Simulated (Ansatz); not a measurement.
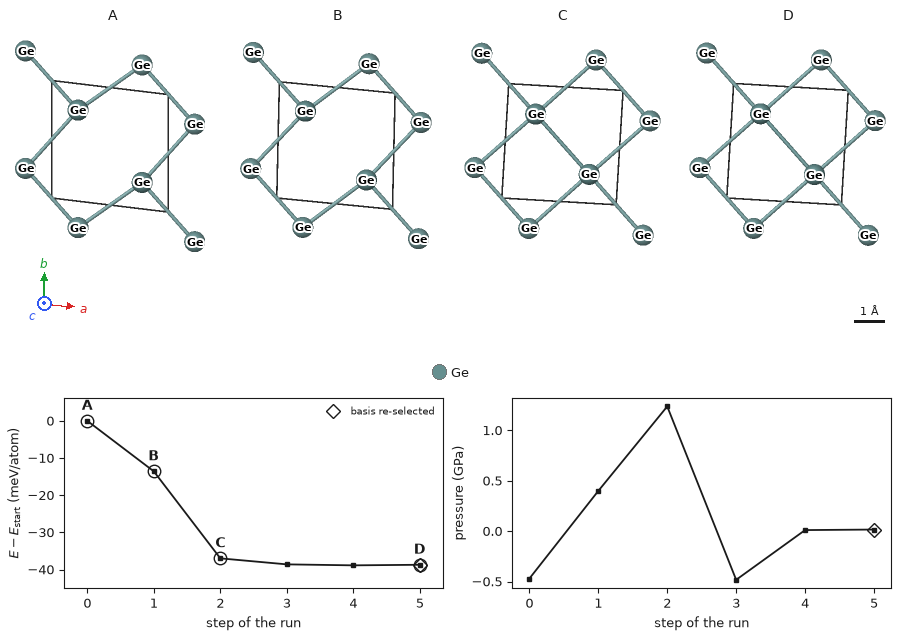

Frames of a relaxation of crystalline Ge (a generated structure, set up in Cmmm), marked on the history of the run. The picture is a ball-and-stick view of the cell of the calculation, seen along the c axis.

Theory: DFT PBE, scalar-relativistic, plane waves, PAW in Ansatz 0.2.0.

Input file:
```yaml
crystal:
  lattice:
    - [2.6047384454, -2.9380495062, 0.0]
    - [2.6047384454, 2.9380495062, 0.0]
    - [0.0, 0.0, 2.7210193954]
  atoms:
    - { symbol: Ge, position: [0.7750531206, 0.2249468794, 0.0] }
    - { symbol: Ge, position: [0.2249468794, 0.7750531206, 0.0] }
basis:
  ecutwfc: 420
kpoints:
  mp_grid: { grid: [14, 14, 20] }
hamiltonian:
  xc: pbe
scf:
  occupations: { method: gaussian, width: 0.1 }
output:
  forces: true
  stress: true
  eigenvalues: true
  write_density: true
  write_potential: true
  elf: true
  volumetric_format: npy
relax:
  adjacent_minimum: "off"
  f_tol: 0.01
  max_steps: 80
  cell: { stress_tol: 0.05 }
```

Run as
```bash
ansatz run input.yaml --threads 1 --pin off --max-ram 2560MiB --backend cpu --events-out ev --progress --plain --runs-dir out
```

Q: What happens along the run?

A: After 4 accepted moves (5 points after the start) the energy has fallen by 38.7 meV per atom. Largest force component: 0.012 eV/Å at the start, 0.00014 eV/Å at the end. The pressure goes from −0.47 to 0.02 GPa. At 1 point the geometry stayed and the basis and grid were re-selected for the new cell (energy shift of 0.2 meV per atom at most each time). The largest moves relative to the cell, 0.14 Å, are those of Ge1 and Ge2. Ge1 goes along [−1 1 0]. The drawn cell changes as follows: a = b 3.926 → 3.836 Å (−2.3 %), c 2.721 → 2.708 Å (−0.5 %), γ 96.9° → 90.0°; the volume changes by −4.3 %. Near-neighbour distances that change, for instance: Ge1–Ge2 3.232 → 2.712 Å, Ge1–Ge2 (another image) 2.621 → 2.712 Å, Ge1–Ge2 (another image) 2.644 → 2.712 Å, Ge1–Ge1 2.721 → 2.708 Å. Among the angles between lasting bonds that change: Ge2–Ge1–Ge2 167.1° → 180.0°, Ge2–Ge1–Ge2 96.4° → 90.0°. The space group (tolerance 0.01 Å) goes from Cmmm (No. 65) to Pm-3m (No. 221). From step 0 to 1: Ge atoms move most (0.03 Å), volume −2.9 %, energy −13.6 meV per atom. From step 1 to 2: Ge atoms move most (0.11 Å), volume −3.2 %, energy −23.4 meV per atom. From step 2 to 5: volume +1.7 %, energy −1.7 meV per atom.

| step | E − E(0), meV/atom | largest force component, eV/Å | pressure, GPa | volume, Å³/atom | note |
| --- | --- | --- | --- | --- | --- |
| 0 | 0.00 | 0.0123 | -0.47 | 20.824 |  |
| 1 | -13.59 | 0.1842 | 0.40 | 20.230 |  |
| 2 | -36.99 | 0.0407 | 1.24 | 19.581 |  |
| 3 | -38.61 | 0.0008 | -0.48 | 20.067 |  |
| 4 | -38.87 | 0.0001 | 0.01 | 19.919 |  |
| 5 | -38.72 | 0.0001 | 0.02 | 19.919 | same geometry, new basis |
